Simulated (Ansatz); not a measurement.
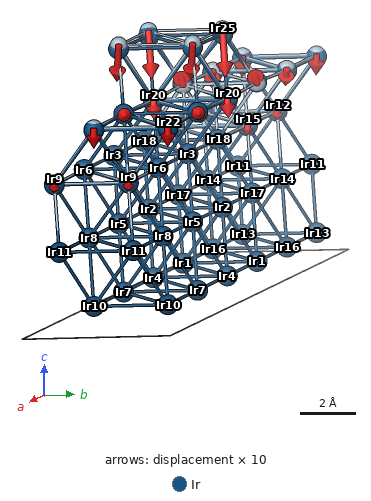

A constrained relaxation of a slab of composition Ir (cut from the Fm-3m phase). The starting structure is drawn faded, the final one solid; red arrows show the displacements, 10 times their true length.

Style: ball-and-stick. Shown: the 1 × 2 repeat of the cell, outlined in the plane, without the vacuum (origin shifted), slightly off an axis.

Case: stripe over 2 of 6 cells, two steps. 12 atoms are held fixed.

Computed with DFT PBE, scalar-relativistic, plane waves, PAW (Ansatz).

Input
```yaml
crystal:
  lattice:
    - [16.4218237492, 0.0, 0.0]
    - [-1.3684853124, 2.3702860905, 0.0]
    - [0.0, 0.0, 20.9389086292]
  atoms:
    - { symbol: Ir, position: [0.0, 0.0, 0.0716369715] }
    - { symbol: Ir, position: [0.0555555556, 0.6666666667, 0.1783630285] }
    - { symbol: Ir, position: [0.1111111111, 0.3333333333, 0.2850890856] }
    - { symbol: Ir, position: [0.1666666667, 0.0, 0.0716369715] }
    - { symbol: Ir, position: [0.2222222222, 0.6666666667, 0.1783630285] }
    - { symbol: Ir, position: [0.2777777778, 0.3333333333, 0.2850890856] }
    - { symbol: Ir, position: [0.3333333333, 0.0, 0.0716369715] }
    - { symbol: Ir, position: [0.3888888889, 0.6666666667, 0.1783630285] }
    - { symbol: Ir, position: [0.4444444444, 0.3333333333, 0.2850890856] }
    - { symbol: Ir, position: [0.5, 0.0, 0.0716369715] }
    - { symbol: Ir, position: [0.5555555556, 0.6666666667, 0.1783630285] }
    - { symbol: Ir, position: [0.6111111111, 0.3333333333, 0.2850890856] }
    - { symbol: Ir, position: [0.6666666667, 0.0, 0.0716369715] }
    - { symbol: Ir, position: [0.7222222222, 0.6666666667, 0.1783630285] }
    - { symbol: Ir, position: [0.7777777778, 0.3333333333, 0.2850890856] }
    - { symbol: Ir, position: [0.8333333333, 1.0, 0.0716369715] }
    - { symbol: Ir, position: [0.8888888889, 0.6666666667, 0.1783630285] }
    - { symbol: Ir, position: [0.9444444444, 0.3333333333, 0.2850890856] }
    - { symbol: Ir, position: [0.0, 0.0, 0.3918151427] }
    - { symbol: Ir, position: [0.1666666667, 0.0, 0.3918151427] }
    - { symbol: Ir, position: [0.3333333333, 0.0, 0.3918151427] }
    - { symbol: Ir, position: [0.5, 0.0, 0.3918151427] }
    - { symbol: Ir, position: [0.6666666667, 0.0, 0.3918151427] }
    - { symbol: Ir, position: [0.8333333333, 0.0, 0.3918151427] }
    - { symbol: Ir, position: [0.0555555556, 0.6666666667, 0.4985411997] }
    - { symbol: Ir, position: [0.2222222222, 0.6666666667, 0.4985411997] }
basis:
  ecutwfc: 420
kpoints:
  mp_grid: { grid: [2, 12, 1] }
hamiltonian:
  xc: pbe
scf:
  occupations: { method: gaussian, width: 0.1 }
output:
  forces: true
  eigenvalues: true
  populations: true
relax:
  adjacent_minimum: "off"
  f_tol: 0.02
  max_steps: 45
  constraints: [{ sites: [0, 1, 3, 4, 6, 7, 9, 10, 12, 13, 15, 16] }]
efield:
  axis: 3
  dipole_correction: true
  ramp_width: 0.04
```

Command:
```bash
ansatz run input.yaml --threads 4 --pin off --max-ram 9216MiB --backend cpu --events-out ev --progress --plain --runs-dir out
```

> What happened in the run?

The energy falls by 0.413 eV per cell of the calculation in 3 accepted moves (4 points after the start). Largest force component: 1.2 eV/Å at the start, 0.019 eV/Å at the end. The line search rejected the trial step at point 3 of the run. Ir25 moves most: 0.19 Å at 33° to the normal (−c side). The lattice vectors keep their values. Some distances before and after: Ir25–Ir26 2.737 → 2.593 Å, Ir19–Ir20 2.737 → 2.869 Å, Ir20–Ir25 2.737 → 2.627 Å, Ir20–Ir26 2.737 → 2.641 Å.
